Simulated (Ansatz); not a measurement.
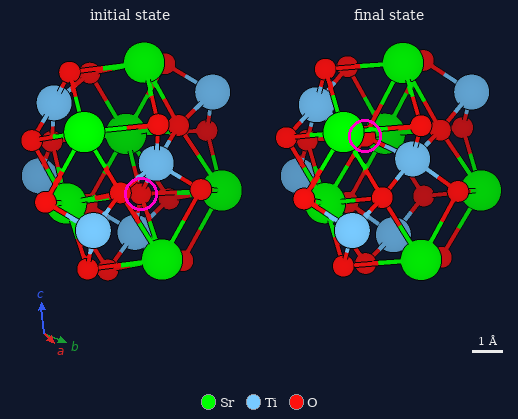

The two relaxed end points of a path for a defect cell of composition Sr4Ti4O11 (cell charge +2) (19 atoms in the cell). Style: ball-and-stick. Shown: the atoms within 4.3 Å of the middle of the path, slightly off an axis. The moving atom is ringed, with any periodic copies. Bonds to atoms that aren't drawn are left out.

Theory: DFT PBE, scalar-relativistic, plane waves, PAW in Ansatz 0.2.0.

Input file:
```yaml
crystal:
  lattice:
    - [-3.9364226094, 3.9364226094, 3.9364226094]
    - [3.9364226094, -3.9364226094, 3.9364226094]
    - [3.9364226094, 3.9364226094, -3.9364226094]
  atoms:
    - { symbol: Sr, position: [-0.0006841079, -0.0006841079, -0.0013682158] }
    - { symbol: Sr, position: [0.5006841079, 0.5006841079, 0.0013682158] }
    - { symbol: Sr, position: [0.5006841079, -0.0006841079, 0.5] }
    - { symbol: Sr, position: [-0.0006841079, 0.5006841079, 0.5] }
    - { symbol: Ti, position: [0.5166314783, 0.5166314783, 0.5] }
    - { symbol: Ti, position: [-0.0166314783, -0.0166314783, 0.5] }
    - { symbol: Ti, position: [0.0, 0.5, 0.0] }
    - { symbol: Ti, position: [0.5, 0.0, 0.0] }
    - { symbol: O, position: [0.2380841942, 0.4816847366, 0.2563994577] }
    - { symbol: O, position: [0.7747147211, 0.0183152634, 0.2563994577] }
    - { symbol: O, position: [0.7252852789, 0.4816847366, 0.7436005423] }
    - { symbol: O, position: [0.2619158058, 0.0183152634, 0.7436005423] }
    - { symbol: O, position: [0.75, 0.75, 0.5] }
    - { symbol: O, position: [0.25, 0.75, 0.0] }
    - { symbol: O, position: [0.75, 0.25, 0.0] }
    - { symbol: O, position: [0.4816847366, 0.7252852789, 0.7436005423] }
    - { symbol: O, position: [0.0183152634, 0.2619158058, 0.7436005423] }
    - { symbol: O, position: [0.0183152634, 0.7747147211, 0.2563994577] }
    - { symbol: O, position: [0.4816847366, 0.2380841942, 0.2563994577] }
total_charge: 2
basis:
  ecutwfc: 420
  xc_grid: 2
kpoints:
  mp_grid: { grid: [3, 3, 3], shift: [0.0, 0.0, 0.0] }
hamiltonian:
  xc: pbe
scf:
  occupations: { method: gaussian, width: 0.02 }
output:
  forces: true
neb:
  images: 3
  f_tol: 0.05
  max_iterations: 70
  order_check: false
  final_atoms:
    - { symbol: Sr, position: [-0.0006840846, -0.0013681692, -0.0006840846] }
    - { symbol: Sr, position: [0.5006840846, 0.5, -0.0006840846] }
    - { symbol: Sr, position: [0.5006840846, 0.0013681692, 0.5006840846] }
    - { symbol: Sr, position: [-0.0006840846, 0.5, 0.5006840846] }
    - { symbol: Ti, position: [0.5166314697, 0.5, 0.5166314697] }
    - { symbol: Ti, position: [0.0, 0.0, 0.5] }
    - { symbol: Ti, position: [-0.0166314697, 0.5, -0.0166314697] }
    - { symbol: Ti, position: [0.5, 0.0, 0.0] }
    - { symbol: O, position: [0.238084153, 0.2563994639, 0.4816846891] }
    - { symbol: O, position: [0.75, 0.0, 0.25] }
    - { symbol: O, position: [0.75, 0.5, 0.75] }
    - { symbol: O, position: [0.25, 0.0, 0.75] }
    - { symbol: O, position: [0.7252852251, 0.7436005361, 0.4816846891] }
    - { symbol: O, position: [0.261915847, 0.7436005361, 0.0183153109] }
    - { symbol: O, position: [0.7747147749, 0.2563994639, 0.0183153109] }
    - { symbol: O, position: [0.4816846891, 0.7436005361, 0.7252852251] }
    - { symbol: O, position: [0.0183153109, 0.2563994639, 0.7747147749] }
    - { symbol: O, position: [0.0183153109, 0.7436005361, 0.261915847] }
    - { symbol: O, position: [0.4816846891, 0.2563994639, 0.238084153] }
```

Run as
```bash
ansatz run input.yaml --threads 8 --pin off --max-ram 20480MiB --backend cpu --events-out ev --progress --plain --runs-dir out
```

### What barrier does the band find between them, and by what path?

The two ends have the same energy, and the highest point, image 2, lies 0.64 eV above the start. An O atom travels furthest, 2.51 Å from end to end, along [0 −1 1], on a path that bends up to 0.17 Å away from the straight line. At the highest image its nearest neighbour (Ti) is 1.74 Å away, against 1.94 Å at the start, and the surrounding atoms stand up to 0.23 Å off the mean of their end positions. The band converged in 18 iterations, with a climbing image at the top.

Energies of the converged images:

```csv
image,path (Å),E (eV)
0,0.00,0.000
1,0.70,0.287
2,1.39,0.639
3,2.09,0.287
4,2.79,0.000
```

The geometry at the top of the path:

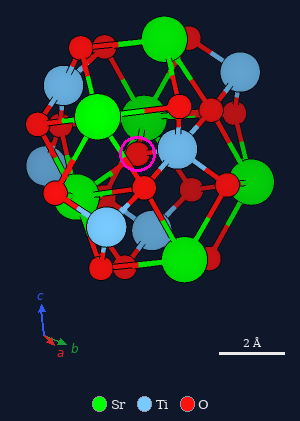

Limits of the set-up: the periodic images lie only 6.8 Å apart, so the values are limited by the cell's size; the cell is charged, on a uniform background, and energies carry no finite-size correction.

Cost: 14 min on 8 threads of AMD EPYC (Zen 3), with other jobs on the host, peak memory 2.2 GiB.
